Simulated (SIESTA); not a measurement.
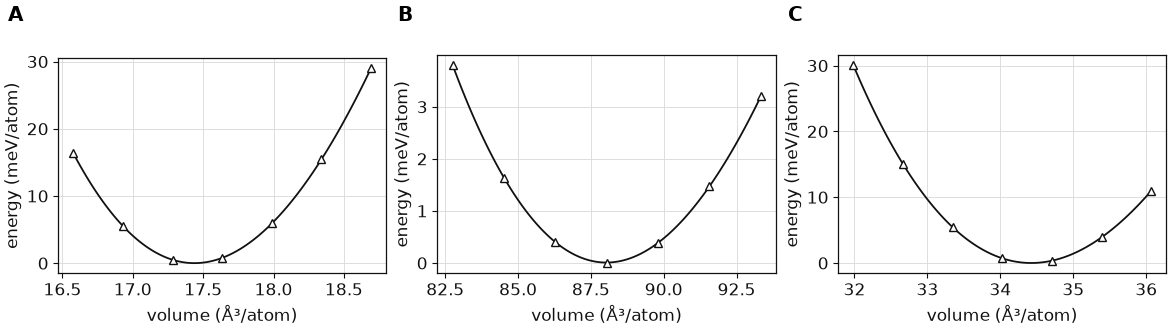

Each panel shows the energy against volume for one of these solids: Bi, C2/m (No. 12); Rb, Im-3m (No. 229); Ti, P6_3/mmc (No. 194).

How it was computed, with SIESTA 5.4.2: DFT in numerical atomic orbitals with pseudopotentials, no spin polarisation; energies at scaled volumes of the given cell, shape and fractions fixed, counted from the fit's minimum, third-order Birch-Murnaghan fit. Level: PBE.

### Which panel belongs to which solid?

A is Ti (energy from 0.46 meV/atom to 29.04 meV/atom, V0 17.44 Å³/atom, B0 114 GPa); B is Rb (energy from 0.00 meV/atom to 3.80 meV/atom, V0 88.03 Å³/atom, B0 3.5 GPa); C is Bi (energy from 0.32 meV/atom to 30.07 meV/atom, V0 34.42 Å³/atom, B0 48.7 GPa).

For Bi, limits of the calculation: mulliken charges of long orbitals; spin-orbit coupling left out, heavy elements; shape and atomic fractions are frozen while scaling, which makes layered, chain and framework solids too stiff.

For Rb, limits of the calculation: mulliken charges of long orbitals.

For Ti, limits of the calculation: mulliken charges of long orbitals; shape and atomic fractions are frozen while scaling, which makes layered, chain and framework solids too stiff.
